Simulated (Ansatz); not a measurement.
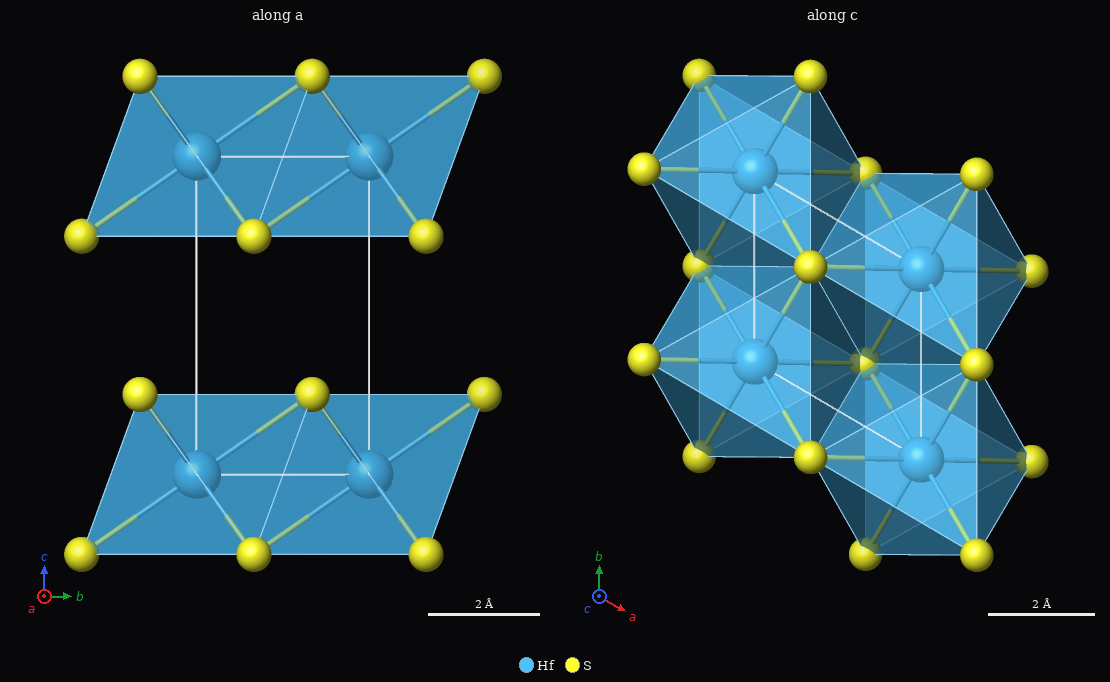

Structure drawing (polyhedral), viewed along the a axis and along the c axis. The wireframe shows the unit cell. Some atoms of the next cells are drawn as well.

HfS2, a = 3.66 Å, b = 3.61 Å, c = 5.75 Å, α = 90.00°, β = 90.00°, γ = 120.46°.

All computed values are from Ansatz 0.2.0, DFT PBE+D3(BJ), scalar-relativistic, plane waves, PAW. Settings: a cutoff energy of 420 eV, a 9×9×6 sampling of the Brillouin zone, Gaussian smearing of 0.02 eV, no spin polarisation.

> Predict the gap.

A semiconductor at this level, with a gap of 0.87 eV.

> What is the computed pressure?

The computed pressure is -0.7 GPa (stretched: it would shrink). The stress isn't hydrostatic: its largest component is 2.0 GPa.

The model was built from a structure listed in the Materials Project. The cell was then strained or its atoms displaced on purpose. It went into a calculation with Ansatz.
